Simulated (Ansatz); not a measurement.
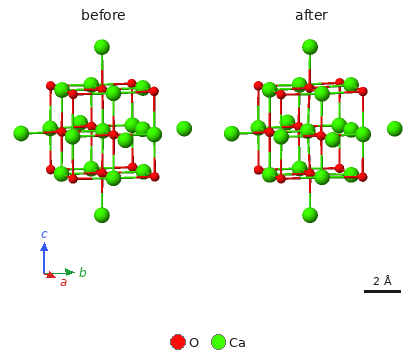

The structure of a defect cell of composition O31Ca33 (cell charge −1) before (left) and after (right) a relaxation, at one scale.

The picture is a ball-and-stick view of the atoms within 5.0 Å of the atom that moves most (axes of the cell of the calculation (origin shifted)), seen slightly off an axis.

These are results of Ansatz, DFT, PBEsol, PAW, plane waves, not measurements. (plane-wave cutoff 420 eV; k-point mesh 1 × 1 × 1; mesh shifted by (0.25, 0.25, 0.25); collinear spin; atoms relaxed in a fixed cell; force threshold 0.03 eV/Å; at most 80 steps)

**What changed between the two?**

After 8 geometry steps the energy has fallen by 1.004 eV per cell of the calculation. Largest force component: 1.6 eV/Å at the start, 0.0026 eV/Å at the end. The largest move is that of a Ca atom, 0.18 Å roughly along −b. By element the largest moves are Ca 0.18 Å, O 0.11 Å. The cell doesn't change. Near-neighbour distances that change, for instance: Ca–Ca 3.327 → 3.590 Å, Ca–Ca 3.375 → 3.619 Å, Ca–Ca 3.352 → 3.591 Å, Ca–Ca 3.399 → 3.622 Å. Among the angles between lasting bonds that change: Ca–O–Ca 89.1° → 96.7°, Ca–O–Ca 90.3° → 96.7°, O–Ca–O 179.6° → 173.8°. The run may lie on a higher electronic state than the lowest, so the end point isn't shown to be the ground-state structure.

Limits of the set-up: the cell is charged, on a uniform background, and energies carry no finite-size correction.
